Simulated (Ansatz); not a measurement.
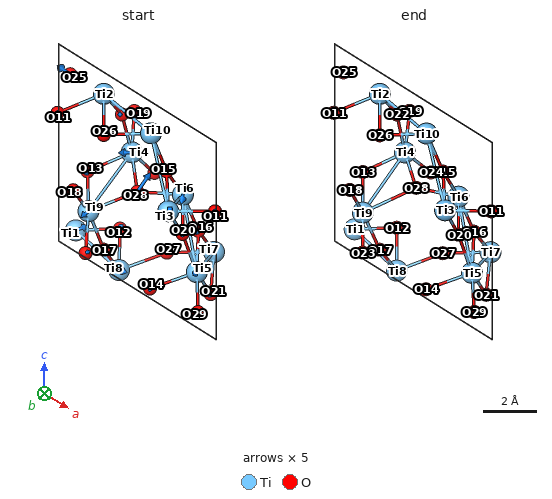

The structure of a defect cell of composition Ti$_{10}$O$_{19}$ (cell charge +1) before (left) and after (right) a relaxation, at one scale. The blue arrows give the displacements, magnified 5 times.

A ball-and-stick model of the cell of the calculation (origin shifted), seen along the b axis.

These are results of Ansatz, DFT PBEsol, scalar-relativistic, plane waves, PAW, not measurements.

Input file:
```yaml
crystal:
  lattice:
    - [5.6531883446, 1.8843961149, -4.7791527478]
    - [-1.8843961149, 5.6531883446, 4.7791527478]
    - [1.8843961149, -5.6531883446, 4.7791527478]
  atoms:
    - { symbol: Ti, position: [0.4232189348, 0.8139585446, 0.6176474198], spin: 0.333 }
    - { symbol: Ti, position: [0.6003107533, 0.1990059869, 0.399114558] }
    - { symbol: Ti, position: [0.0096356266, 0.9989366713, 0.0076911029] }
    - { symbol: Ti, position: [0.7781186371, 0.59422734, 0.1914237559], spin: 0.333 }
    - { symbol: Ti, position: [0.1910804643, 0.3983666711, 0.7897145292] }
    - { symbol: Ti, position: [0.1027771526, 0.4387123612, 0.1385712128], spin: 0.333 }
    - { symbol: Ti, position: [0.3003578142, 0.8489978348, 0.9467725633] }
    - { symbol: Ti, position: [0.6973256341, 0.6517636116, 0.5530903262] }
    - { symbol: Ti, position: [0.5033704783, 0.2561040655, 0.7548923259] }
    - { symbol: Ti, position: [0.9003263598, 0.0467145776, 0.3490661714] }
    - { symbol: O, position: [0.3068048151, 0.0643090204, 0.1558476831] }
    - { symbol: O, position: [0.7033932118, 0.8571842728, 0.7664701191] }
    - { symbol: O, position: [0.4973946253, 0.4634589483, 0.9541591733] }
    - { symbol: O, position: [0.8938759011, 0.2493331489, 0.5579282819] }
    - { symbol: O, position: [0.9991053059, 0.2030194549, 0.2055122342] }
    - { symbol: O, position: [0.2015205187, 0.6066754422, 0.0043381304] }
    - { symbol: O, position: [0.6002618246, 0.4082216383, 0.608265631] }
    - { symbol: O, position: [0.4063368116, 0.0147740688, 0.8128121795] }
    - { symbol: O, position: [0.7942216836, 0.8066933695, 0.4087513462] }
    - { symbol: O, position: [0.1004484298, 0.2377506642, 0.9378276845] }
    - { symbol: O, position: [0.2793003161, 0.6373137489, 0.7221540049] }
    - { symbol: O, position: [0.7156394056, 0.4484417605, 0.3521308457] }
    - { symbol: O, position: [0.4849861526, 0.0367531098, 0.5331691874] }
    - { symbol: O, position: [0.9213958233, 0.8431639447, 0.1584099887] }
    - { symbol: O, position: [0.3871438433, 0.5956983615, 0.3919786888] }
    - { symbol: O, position: [0.6003207384, 0.99046695, 0.1905182431] }
    - { symbol: O, position: [0.0009273051, 0.7917945692, 0.7931933764] }
    - { symbol: O, position: [0.8134295241, 0.4049085025, 1.0087753487] }
    - { symbol: O, position: [0.1996439894, 0.1924775372, 0.5912669563] }
  host:
    lattice:
      - [-1.8843961149, 1.8843961149, 4.7791527478]
      - [1.8843961149, -1.8843961149, 4.7791527478]
      - [1.8843961149, 1.8843961149, -4.7791527478]
    atoms:
      - { symbol: Ti, position: [0.0, 0.0, 0.0] }
      - { symbol: Ti, position: [0.75, 0.25, 0.5] }
      - { symbol: O, position: [0.957430442, 0.457430442, 0.5] }
      - { symbol: O, position: [0.207430442, 0.207430442, 0.0] }
      - { symbol: O, position: [0.542569558, 0.042569558, 0.5] }
      - { symbol: O, position: [0.792569558, 0.792569558, 0.0] }
total_charge: 1
basis:
  ecutwfc: 420
  xc_grid: 2
kpoints:
  mp_grid: { grid: [2, 2, 2], shift: [0.5, 0.5, 0.5] }
hamiltonian:
  xc: pbesol
scf:
  occupations: { method: gaussian, width: 0.02 }
  lower_state_search: "off"
output:
  forces: true
  stress: false
  eigenvalues: true
  populations: true
  charged_corrections:
    defect_position: [0.1, 0.65743044, 0.35743044]
    epsilon: [[61.3777, 0.0, 0.0], [0.0, 61.3777, 0.0], [0.0, 0.0, 29.3022]]
magnetization:
  spin_polarized: true
relax:
  adjacent_minimum: "off"
  f_tol: 0.03
  max_steps: 40
```

Run as
```bash
ansatz run input.yaml --threads 8 --pin off --max-ram 16384MiB --backend cpu --events-out ev --progress --plain --runs-dir out
```

Summarise the run.

O28 moves most: 0.19 Å along [2 2 3]. By element the largest moves are O 0.19 Å, Ti 0.12 Å. The cell doesn't change. Near-neighbour distances that change, for instance: Ti8–O25 2.001 → 2.229 Å, Ti1–O25 1.962 → 1.886 Å, Ti8–O27 1.940 → 1.868 Å, Ti4–O13 1.837 → 1.768 Å. Bond angles that change, for instance: Ti1–O25–Ti6 115.0° → 130.2°, Ti6–O25–Ti8 148.6° → 137.0°, Ti4–O28–Ti9 96.6° → 92.7°. After 7 accepted moves (9 points after the start) the energy has fallen by 0.380 eV per cell of the calculation. The largest force component goes from 1.1 to 0.0026 eV/Å. The line search rejected the trial steps at points 2, 8 of the run. The program noted that the starting moments weren't kept. The run may lie on a higher electronic state than the lowest, so the end point isn't shown to be the ground-state structure. The run took 100 s on 8 threads of Arm Neoverse V2, on a shared host, peak memory 1.6 GiB.

Limits of the set-up: the k-point mesh is coarse for a cell with partly filled bands; the periodic images lie only 7.6 Å apart, so the values are limited by the cell's size; the cell is charged, on a uniform background, and energies carry no finite-size correction.
